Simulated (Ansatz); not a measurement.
## What SnTe2 monolayer (2H) distorts into

Wanted: the energy along a soft mode of SnTe2 monolayer (2H) and the structure at the end.

Method: DFT PBEsol, scalar-relativistic, plane waves, PAW; PAW set soft_1, in Ansatz 0.2.0.

## Step 1: Starting point

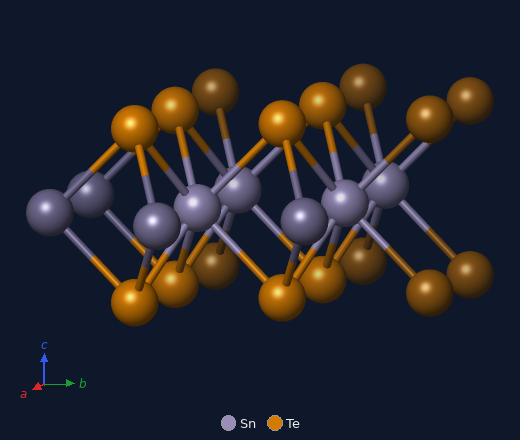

The cell as given, slightly off an axis (tin purple, tellurium orange). 2×2×1 cells are drawn. Some periodic images of atoms are drawn too.

The cell holds 3 atoms: 1 Sn and 2 Te. Cell: a = 3.711 Å, b = 3.711 Å, c = 32.576 Å, α = 90.0°, β = 90.0°, γ = 120.0°. Vacuum lies along c.

## Step 2: The dispersion

The cell comes from relaxations at this level that are not shown. Stability and thermal properties need the whole zone. Linear response on a 4×4×1 q mesh gives force constants as far as a supercell of that size would.

File input.yaml:

```yaml
crystal:
  lattice:
    - [3.7108259087, 0.0, 0.0]
    - [-1.8554129543, 3.213669506, 0.0]
    - [0.0, 0.0, 32.5758524092]
  atoms:
    - { symbol: Sn, position: [0.3333333333, 0.6666666667, 0.3069758506] }
    - { symbol: Te, position: [0.6666666667, 0.3333333333, 0.372462689] }
    - { symbol: Te, position: [0.6666666667, 0.3333333333, 0.2414890122] }
  periodic: [true, true, false]
kpoints:
  mp_grid: { grid: [20, 20, 1] }
hamiltonian:
  xc: pbesol
  pseudopotentials: { kind: paw, azcp: { folder: soft_1 }, xc_functional: pbe }
scf:
  occupations: { method: methfessel_paxton, width: 0.2 }
output:
  eigenvalues: true
phonons:
  method: dfpt
  qmesh: [4, 4, 1]
  temperatures: { t_max: 1000, t_step: 50 }
  qpath:
    path:
      - [0.0, 0.0, 0.0]
      - [0.5, 0.0, 0.0]
      - [0.33333333, 0.33333333, 0.0]
      - [0.0, 0.0, 0.0]
    npoints: 10
```

On the command line:

```bash
> ansatz run input.yaml --threads 4 --pin off --max-ram 16384MiB --backend cpu --events-out ev --progress --plain --runs-dir out
```

Numbers of over 12 decimals in the logs are rounded to 6 here.

The log of the run:

```text
Warning: crystal.symmetry: narrowed to the stabiliser of the run's FFT grids — unitary ops 12 → 6. A phonons.method: dfpt run fills in the rows of the dynamical matrix that it does not solve by its symmetry operations, which is exact only for operations that map its FFT grids onto themselves: filled in by any other, the frequencies could depend on the order in which like atoms are typed, or, by more than the grids' own error, on where the crystal sits among the grids' points. Excluded: 6 operations. The run can therefore solve more perturbations, solve them on more k-points, or both, and cost more. [rest of the remark cut]
Engine: ansatz 0.2.0, aarch64-unknown-linux-gnu
Pseudopotentials: kind: paw
Pseudopotential: Sn, paw, valence charge 14, recommended cutoff 420 eV (normal), soft_1/Sn.paw.azcp
Pseudopotential: Te, paw, valence charge 16, recommended cutoff 420 eV (normal), soft_1/Te.paw.azcp
Functional definition: PBEsol
  exchange = pbesol_x
  correlation = pbesol_c
Crystal: 3 atoms, lattice volume = 388.479 Å³
Basis set: ecut = 420 eV, 7633 PW (Γ), exchange–correlation on 50×50×450 points (8 copies of the dense FFT grid, shifted against one another)
Bands: 28, of which v1, the nominal top of the filled ones, is band 23 counted from 1 (22 counted from 0)
Symmetry: 12 space group operations
k-points: 44 of 400 (irreducible under 6 space group operations, time reversal used)
Non-local potential: Sn, projectors of the file, l = 0: 2, l = 1: 2, l = 2: 2, l = 3: 1
Non-local potential: Te, projectors of the file, l = 0: 2, l = 1: 2, l = 2: 2, l = 3: 1
PAW form: soft (Blöchl's): semilocal exchange-correlation on the pseudo side does not see the compensation charge
PAW frozen core: Sn, regenerated for the run's functional, and the local potential with it (the file was generated under x = pbe(κ = 0.804, μ = 0.219515), c = pbe(β = 0.066725))
PAW frozen core: Te, regenerated for the run's functional, and the local potential with it (the file was generated under x = pbe(κ = 0.804, μ = 0.219515), c = pbe(β = 0.066725))
PAW one-centre angular grid: Sn, 590 points (default); XC on 64 Gauss nodes
PAW one-centre angular grid: Te, 590 points (default); XC on 64 Gauss nodes
Initial density: superposition of atomic densities (neutral atoms: chi_scale 0, normalization atom)
Initial wavefunctions: pseudopotential atomic-orbital guess
Functional: x = pbesol(κ = 0.804, μ = 0.123457), c = pbesol(β = 0.046)
iter 1 solved again at ethr=5.14e-4 eV; its pass at ethr=3.10e-3 eV (dr2=2.37e-1 eV) is discarded
SCF iter   1: F=—  HF=-19752.740771 eV  |F-HF|=—  |Δ(HF+E_count)|=         —  Δρ=6.25e-3  dr2=2.52e-1  ethr=5.14e-4  ⟨swp⟩=1.9  Hψ=10754  notcnv=0
preconditioner: auto → LDOS  [metal: Δε(μ)=0.008 eV  Ē_g=8.286 eV  σ=0.200 eV  W_gap=0.03  n_scr=18 (ndim 8)  ℏωp=7.5 eV  f_vac=0.736  D(μ)=2.05/eV (n_scr^D=10)  β→1.0]
SCF iter   2: F=—  HF=-19752.680568 eV  |F-HF|=—  |Δ(HF+E_count)|=   6.02e-2  S|Δr|=    0.00e0  Δρ=3.10e-3  dr2=6.32e-2  ethr=5.14e-4  ⟨swp⟩=4.3  Hψ=3587  notcnv=0  defer=9
SCF iter   3: F=—  HF=-19752.670572 eV  |F-HF|=—  |Δ(HF+E_count)|=   1.00e-2  S|Δr|=    0.00e0  Δρ=1.25e-3  dr2=1.12e-2  ethr=1.37e-4  ⟨swp⟩=2.7  Hψ=2569  notcnv=0  defer=10
SCF iter   4: F=—  HF=-19752.667680 eV  |F-HF|=—  |Δ(HF+E_count)|=   2.89e-3  S|Δr|=    0.00e0  Δρ=2.92e-4  dr2=5.22e-4  ethr=2.44e-5  ⟨swp⟩=3.9  Hψ=2787  notcnv=0  defer=10
SCF iter   5: F=—  HF=-19752.667489 eV  |F-HF|=—  |Δ(HF+E_count)|=   1.91e-4  S|Δr|=    0.00e0  Δρ=6.61e-5  dr2=4.36e-5  ethr=1.13e-6  ⟨swp⟩=3.3  Hψ=2954  notcnv=0  defer=10
SCF iter   6: F=—  HF=-19752.667486 eV  |F-HF|=—  |Δ(HF+E_count)|=   2.99e-6  S|Δr|=    0.00e0  Δρ=1.31e-5  dr2=1.16e-6  ethr=9.47e-8  ⟨swp⟩=3.8  Hψ=2577  notcnv=0  defer=10
SCF iter   7: F=—  HF=-19752.667477 eV  |F-HF|=—  |Δ(HF+E_count)|=   8.47e-6  S|Δr|=    0.00e0  Δρ=2.00e-6  dr2=1.38e-8  ethr=2.52e-9  ⟨swp⟩=4.0  Hψ=3005  notcnv=0  defer=11
SCF iter   8: F=—  HF=-19752.667477 eV  |F-HF|=—  |Δ(HF+E_count)|=   4.49e-8  S|Δr|=    0.00e0  Δρ=5.32e-7  dr2=1.47e-9  ethr=3.01e-11  ⟨swp⟩=3.8  Hψ=2976  notcnv=0  defer=11
SCF iter   9: F=—  HF=-19752.667477 eV  |F-HF|=—  |Δ(HF+E_count)|=   3.46e-9  S|Δr|=    0.00e0  Δρ=1.29e-7  dr2=8.65e-11  ethr=3.20e-12  ⟨swp⟩=2.7  Hψ=2367  notcnv=0  defer=11
SCF iter  10: F=-19752.667477 eV  HF=-19752.667477 eV  |F-HF|=9.46e-11  |Δ(HF+E_count)|=  2.87e-10  S|Δr|=    0.00e0  Δρ=3.21e-8  dr2=5.68e-12  ethr=1.00e-12  ⟨swp⟩=17.9  Hψ=10168  notcnv=0
SCF 1 converged in 10 iterations: F = -19752.667477 eV  dr2 = 5.68e-12
  greatest PAW one-centre occupation: 0.998 electrons in one spin orbital (limit 2), on the Te atom at site 1 (counted from 0), in its partial waves of l = 2
phonons: the bands overlap, so this run is a metal and interpolates without the dipole-dipole term. If the crystal is really an insulator or semiconductor, its LO-TO splitting is missing
NSCF: frozen V_eff on 44 k-points
WARN: eigensolver did not converge in 27 slots of this pass, the one above among them; of largest residual over every band (k=22): 1 band(s) unlocked (lowest unlocked band 27, counted from 0; max residual 1.90e-2 eV among the unlocked bands, 1.90e-2 eV over every band); of lowest unlocked band (k=4): band 27
NSCF: frozen V_eff on 111 k-points
DFPT response loops at q = (0, 0, 0) (fractional): preconditioner auto → none (partly filled bands, converged f_vac=0.740); β = 0.50; Broyden in place of MSR1
NSCF: frozen V_eff on 420 k-points
DFPT response loops at q = (0, 0.25, 0) (fractional): mixed as the last ones told, above
NSCF: frozen V_eff on 222 k-points
DFPT response loops at q = (0, -0.5, 0) (fractional): mixed as the last ones told, above
NSCF: frozen V_eff on 800 k-points
DFPT response loops at q = (0.25, 0.25, 0) (fractional): mixed as the last ones told, above
SCF converged after 10 iterations
Stability not checked: this state was not tested for a lower state beside it, because cold or Methfessel-Paxton smearing, or corrected tetrahedra, fill the levels in a way that the test cannot read (fill_not_monotonic; see scf.lower_state_search)
Free energy (F): -19752.667477 eV
Harris-Foulkes:  -19752.667477 eV  (|F-HF|=9.46e-11)
Internal energy: -19752.664318 eV  (E = F + TS)
E sigma→0 (E₀):  -19752.666687 eV
Entropy (-TS):   -0.003159 eV (-1.053 meV/atom)
Fermi energy:    -4.918913 eV
--- Per-component energies (eV) ---
  E_band       = -1248.505033
  E_kinetic    = 512.329069
  E_local      = -100691.712460  (includes V_loc(G=0)·N_el)
  E_nonlocal   = 282.073456
  E_hartree    = 50021.930599
  E_xc         = -367.930492
  E_vxc        = -284.224333  (∫ρ·V_xc dr)
  E_paw        = -13480.070041  (= ΣΔE_a)
  E_vpaw       = -1110.832675  (= ΣTr[D̂ρ^β])
  E_aug_tail   = 0.000455  (compensation charges beyond the density's cutoff)
  E_ewald      = 43969.680634
  E_core_change = 1.034462  (= ΣΔE_core)
  E_smearing   = -0.003159  (= −TS)
  E_closure    = 0.000000  (closes the sum)
  Σ components = -19752.667477   (vs F -19752.667477, Δ=0.00e0)
--- Band table (eV; the first three rows and the last of 44) ---
  k-point 0: bands = [... 19 lower, -4.3285, -4.1143, -4.1143, -3.6208, -3.6208, -0.8815 (-0.8819°), -0.5300, -0.5300, ... 1 higher]
  k-point 1: bands = [... 19 lower, -4.7169, -4.1921, -3.9449, -3.8821, -3.6657, -0.7870 (-0.7875°), -0.7607 (-0.7608°), -0.4857, ... 1 higher]
  k-point 2: bands = [... 19 lower, -5.3969, -4.5086, -4.3993, -3.8323, -3.7910, -1.2387 (-1.2387°), -0.5986 (-0.5995°), -0.3911, ... 1 higher]
  k-point 43: bands = [... 19 lower, -8.8239, -8.0824, -7.6654, -5.6485, -5.5987, -4.1350, -1.2098, -0.6310, ... 1 higher]
  ° read free of the cell's end (the report's vacuum.weakly_bound_levels)
--- Phonons (Γ-DFPT): 6 representative perturbations + reference (Σ response iterations 24) ---
  ASR residual: 1.926e-4 → 0.000e0 eV/Å²; symmetrization residual: 5.292e-5 eV/Å²
  The last average, over the group as it would stand without the narrowing to the FFT grids, took up to 1.376e-5 eV/Å² of the zone centre's force constants
  ASR residual per site (eV/Å²): 1.93e-4 2.97e-5 5.75e-5
  Γ frequencies (cm⁻¹): 0.00 0.00 0.00 59.58 59.58 92.52 92.52 100.63 116.91
--- Phonons (arbitrary-q DFPT): 4 irreducible q on the 4×4×1 mesh ---
  q = [0.0000, 0.0000, 0.0000] (star 1, of the zone-centre solve; hermiticity 2.60e-5, symmetrization 1.26e-10, taken by the last average 3.38e-6): -0.00 -0.00 0.00 59.58 59.58 92.52 92.52 100.63 116.91
  q = [0.0000, 0.2500, 0.0000] (star 6, 9 solved perturbations on 210 of 400 k-point pairs; hermiticity 1.13e-5, symmetrization 2.64e-9, taken by the last average 6.47e-6): -25.95 18.92 34.68 62.19 63.76 78.46 96.88 119.22 121.45
  q = [0.0000, -0.5000, 0.0000] (star 3, 9 solved perturbations on 111 of 400 k-point pairs; hermiticity 1.06e-5, symmetrization 1.78e-9, taken by the last average 2.19e-6): -30.91 10.33 64.20 68.83 76.38 87.19 91.83 102.91 139.07
  q = [0.2500, 0.2500, 0.0000] (star 6, 6 solved perturbations in 1830 linear systems a pass and spin channel, the states on 400 of 400 k-point pairs; hermiticity 9.71e-6, symmetrization 1.93e-9, taken by the last average 2.51e-6): -28.84 22.45 54.04 63.99 74.18 78.15 109.03 111.20 140.17
  sum rule: each row above includes the acoustic sum rule's correction from the zone centre's row sums; it moved no ω² by more than (0.66 cm⁻¹)²
  mesh force constants: q→R imaginary residual 2.77e-18; ASR residual 1.926e-4 → 0.000e0 eV/Å²; symmetrization residual 3.553e-15 eV/Å²
  interpolated dispersion: 31 rows × 9 modes
  density of states and harmonic sums: on the 20×20×1 q-mesh, interpolated from the force constants of a 4×4×1 supercell (no non-analytic term)
  largest difference from the sums on the solved wave vectors: F 4.96e-2 eV, S 6.00e-5 and C_V 1.04e-5 eV/K
  zero-point energy: 0.038510 eV/cell   skipped modes (ω ≤ 0): 46, of them read as no rigid motion or as one in doubt: 43 (9.975e-1 modes/cell left out, lowest -30.91 cm⁻¹)   left out of the sums: 1.12e-1 of the cell's modes: C_V's classical limit lies that fraction below 3 k_B per atom; for a crystal, a wire or a layer, F and S can be off by more, and a phonons.interpolated_qmesh denser along its periods is the remedy for the sampling
```

Wall time 31 min (4 threads of Arm Neoverse V1, shared host); peak memory 8.2 GiB.

Numbers from this step:

| Quantity | Value |
| --- | --- |
| gap on the k-mesh | 0 eV |
| sum-rule residual before enforcement | 1.93e-4 eV/Å² |
| lowest frequency on the path | -30.91 cm⁻¹ |
| point group | -6m2 |
| highest frequency on the path or at a solved wavevector | 144.9 cm⁻¹ |
| area per atom | 3.975 Å² |
| highest optical mode at the zone centre (no LO-TO term) | 116.9 cm⁻¹ |
| lowest optical zone-centre mode | 59.58 cm⁻¹ |
| lowest mode on the q mesh (acoustic modes at Γ apart) | -30.91 cm⁻¹ |

Frequencies (cm⁻¹) solved at each irreducible wavevector; negative means imaginary. Frequencies by wavevector, by row:

```tsv
q in reciprocal lattice units	star	mode 1	mode 2	mode 3	mode 4	mode 5	mode 6	mode 7	mode 8	mode 9
0 0 0	1	0	0	0	59.6	59.6	92.5	92.5	100.6	116.9
0 0.25 0	6	-25.9	18.9	34.7	62.2	63.8	78.5	96.9	119.2	121.5
0 -0.5 0	3	-30.9	10.3	64.2	68.8	76.4	87.2	91.8	102.9	139.1
0.25 0.25 0	6	-28.8	22.4	54	64	74.2	78.2	109	111.2	140.2
```

Interpolated from a 4×4×1 q mesh. The phonon branches at the labelled points (cm⁻¹):

```tsv
point	branch 1	branch 2	branch 3	branch 4	branch 5	branch 6	branch 7	branch 8	branch 9
Γ	0	0	0	60	60	92	92	101	117
M	-31	10	64	69	76	87	92	103	139
K	-27	29	55	71	74	81	107	114	145
Γ	0	0	0	60	60	92	92	101	117
```

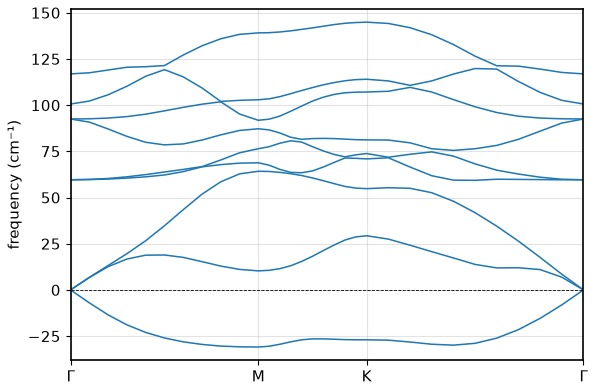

Phonon branches along the path.

Symmetry leaves 4 wavevectors to solve. The lowest mode among them, the acoustic zeros apart, lies at q = (0, -0.5, 0) and is imaginary, 30.9i cm⁻¹, so the energy falls along it.

## Step 3: The mode frozen in, largest atomic shift 0 Å

The mode followed lies at q = (0, -0.5, 0) with frequency 30.9i cm⁻¹, the softest among the wavevectors solved. At small amplitude the distorted cell has space group no. 31 by a symmetry search on the positions. The undistorted cell that holds it gives the zero of energy on the same k mesh.

System of this step: SnTe2 monolayer (2H). The cell holds 6 atoms: 2 Sn and 4 Te. Cell: a = 3.711 Å, b = 6.427 Å, c = 32.576 Å, α = 90.0°, β = 90.0°, γ = 90.0°. It derives from SnTe2. Vacuum lies along c.

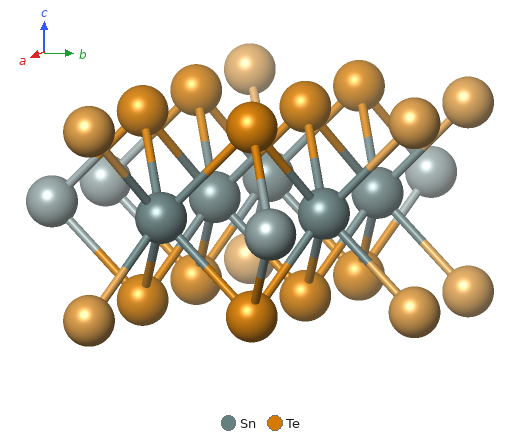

The cell of this step (tin teal, tellurium orange). 2×1×1 cells are drawn. Some periodic images of atoms are drawn too.

input.yaml, the sections that differ from step 2:

```yaml
crystal:
  lattice:
    - [3.7108259087, 0.0, 0.0]
    - [0.0, 6.427339012, 0.0]
    - [0.0, 0.0, 32.5758524092]
  atoms:
    - { symbol: Sn, position: [0.0, 0.3333333333, 0.3069758506] }
    - { symbol: Sn, position: [0.5, 0.8333333333, 0.3069758506] }
    - { symbol: Te, position: [0.5, 0.1666666667, 0.372462689] }
    - { symbol: Te, position: [0.0, 0.6666666667, 0.372462689] }
    - { symbol: Te, position: [0.5, 0.1666666667, 0.2414890122] }
    - { symbol: Te, position: [0.0, 0.6666666667, 0.2414890122] }
  periodic: [true, true, false]
kpoints:
  mp_grid: { grid: [10, 6, 1] }
output:
  forces: true
  stress: true
  eigenvalues: true
# hamiltonian, scf: as in step 2
# phonons: removed
```

The log of the run:

```text
[...]
Crystal: 6 atoms, lattice volume = 776.958 Å³
Basis set: ecut = 420 eV, 15241 PW (Γ), exchange–correlation on 50×90×450 points (8 copies of the dense FFT grid, shifted against one another)
Bands: 56, of which v1, the nominal top of the filled ones, is band 46 counted from 1 (45 counted from 0)
Symmetry: 8 space group operations
[...]
k-points: 24 of 60 (time reversal used)
[...]
k-point 1: bands = [... 42 lower, -5.1549, -4.9243, -4.3257, -4.2801, -3.8637, -3.7498, -2.8712, -1.8378 (-1.8377°), ... 6 higher]
  k-point 2: bands = [... 42 lower, -5.5466, -5.1096, -4.7891, -4.7173, -4.0495, -3.8270, -2.7952, -1.9709, ... 6 higher]
  k-point 23: bands = [... 42 lower, -6.0570, -6.0570, -5.9799, -5.9799, -4.9949, -4.9949, -2.9016, -2.9016, ... 6 higher]
  ° read free of the cell's end (the report's vacuum.weakly_bound_levels)
[key lines of the parts left out:]
SCF converged after 7 iterations
Free energy (F): -39505.334695 eV
Fermi energy:    -4.895615 eV
P = ½ c Tr σ = 0.1405 N/m
```

It took 32 s on 4 threads; peak memory 1.5 GiB.

This step gave:

```
energy from the undistorted cell : 0 meV/atom
```

## Step 4: The mode frozen in, largest atomic shift 0.32 Å

The atoms are moved along the unstable eigenvector, the largest shift by 0.32 Å, with the cell fixed.

input.yaml, the sections that differ from step 3:

```yaml
crystal:
  lattice:
    - [3.7108259087, 0.0, 0.0]
    - [0.0, 6.427339012, 0.0]
    - [0.0, 0.0, 32.5758524092]
  atoms:
    - { symbol: Sn, position: [0.0, 0.3333333333, 0.3146246933] }
    - { symbol: Sn, position: [0.5, 0.8333333333, 0.2993270079] }
    - { symbol: Te, position: [0.5, 0.1239897676, 0.377521751] }
    - { symbol: Te, position: [0.0, 0.7093435657, 0.3674036269] }
    - { symbol: Te, position: [0.5, 0.2093435657, 0.2465480742] }
    - { symbol: Te, position: [0.0, 0.6239897676, 0.2364299501] }
  periodic: [true, true, false]
output:
  forces: true
  stress: true
  eigenvalues: true
  write_density: true
  write_potential: true
  elf: true
  volumetric_format: npy
# kpoints, hamiltonian, scf: as in step 3
```

The log of the run:

```text
[...]
Crystal: 6 atoms, lattice volume = 776.958 Å³
Basis set: ecut = 420 eV, 15241 PW (Γ), exchange–correlation on 50×90×450 points (8 copies of the dense FFT grid, shifted against one another)
Bands: 56, of which v1, the nominal top of the filled ones, is band 46 counted from 1 (45 counted from 0)
Symmetry: 4 space group operations
[...]
k-points: 24 of 60 (time reversal used)
[...]
k-point 1: bands = [... 42 lower, -5.3735, -5.1859, -4.2566, -4.1366, -3.9244, -3.6374, -2.7380, -1.8948 (-1.8948°), ... 6 higher]
  k-point 2: bands = [... 42 lower, -5.7325, -5.4086, -4.7234, -4.3401, -3.9560, -3.8537, -2.8366, -2.0981, ... 6 higher]
  k-point 23: bands = [... 42 lower, -5.9982, -5.9982, -5.9271, -5.9271, -4.8185, -4.8185, -3.0594, -3.0594, ... 6 higher]
  ° read free of the cell's end (the report's vacuum.weakly_bound_levels)
[key lines of the parts left out:]
SCF converged after 8 iterations
Free energy (F): -39505.384232 eV
Fermi energy:    -4.748970 eV
P = ½ c Tr σ = 1.1409 N/m
```

It took 51 s on 4 threads; peak memory 1.6 GiB.

Numbers from this step:

```yaml
energy_from_the_undistorted_cell: -8.244 meV/atom
```

The energy, extrapolated to zero smearing, is -8.24 meV/atom against the undistorted cell.

## Step 5: Energy along the mode, all amplitudes (two of the runs are shown above)

An imaginary frequency means negative curvature, so the energy should fall and then rise again as anharmonic terms take over.

Numbers from this step:

* depth at the lowest point sampled: 8.244 meV/atom
* largest atomic shift at that point: 0.32 Å

Energy from the parent against largest atomic shift:

```tsv
largest atomic shift (Å)	energy from the parent (meV/atom)
0.000	0
0.040	-0.159
0.080	-0.742
0.140	-2.85
0.220	-7.05
0.320	-8.24
0.450	6.06
```

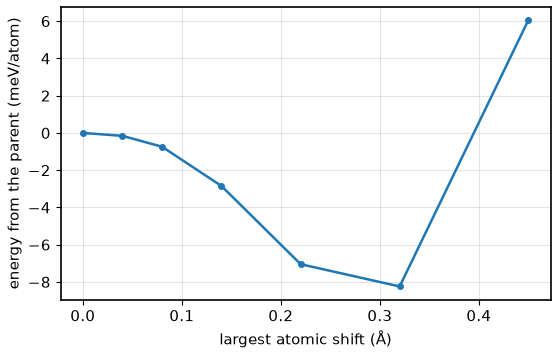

Energy from the parent against largest atomic shift.

Displacement at unit largest shift by atom:

```tsv
atom	x (Å)	y (Å)	z (Å)	size
Sn1	0.000	0.000	0.779	0.779
Sn2	0.000	0.000	-0.779	0.779
Te3	0.000	-0.857	0.515	1.000
Te4	0.000	0.857	-0.515	1.000
Te5	0.000	0.857	0.515	1.000
Te6	0.000	-0.857	-0.515	1.000
```

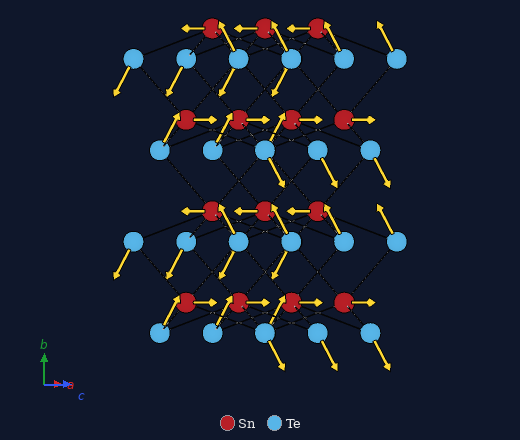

Displacement at unit largest shift as arrows, the longest 1.000 Å. 3×2×1 cells are drawn. Some periodic images of atoms are drawn too.

The lowest of the steps tried is at 0.32 Å, 8.24 meV/atom below the parent; the bottom of the well need not coincide with a step.

(Continued in part 2 of 3.)

[Logs are printed without paths, hosts, clocks, repeated set-up lines and the standing remarks that a program may print on its own settings, such as how far it seeks lower states.]

[Hosts, paths, dates, database ids (printed as entryN), source tags and the programs' standing remarks are cut or masked in the printed files.]
